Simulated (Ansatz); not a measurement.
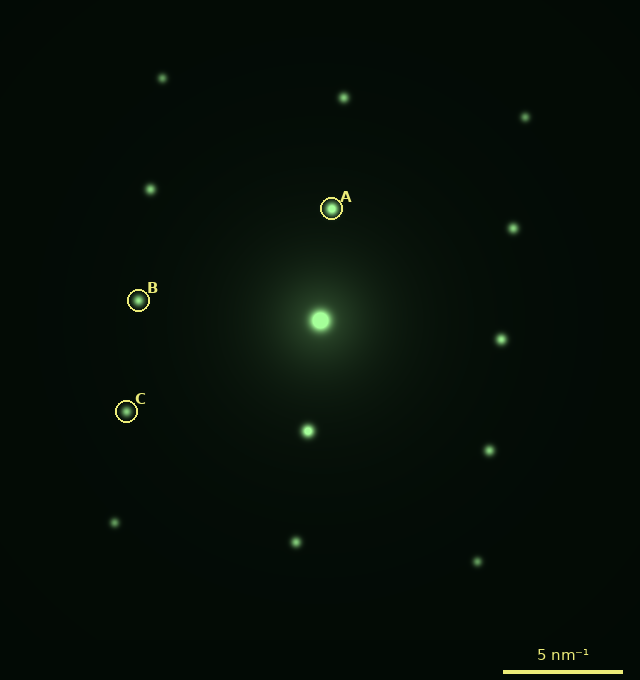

The pattern is a kinematic simulation for 120 kV electrons (no multiple scattering; isotropic B = 1 Å²). The zone axis points towards the electron source and the pattern is seen from the source side.

The sample is Cu, space group P6_3/mmc (No. 194), a = 2.599 Å, c = 8.484 Å (hexagonal axes). Structure: the end point of a relaxation with DFT, RPBE, plane waves (420 eV) with PAW, scalar-relativistic in Ansatz; the starting structure was generated, so it need not be a known form of this composition.

Spot A is indexed 0 0 -4 and spot B -1 2 0.

**Give hkl for C.**

C = −A + B = -1 2 4 (d = 1.108 Å).

**Which zone axis is this?**

The cross product of A and B is parallel to [210]; every spot obeys hu + kv + lw = 0.
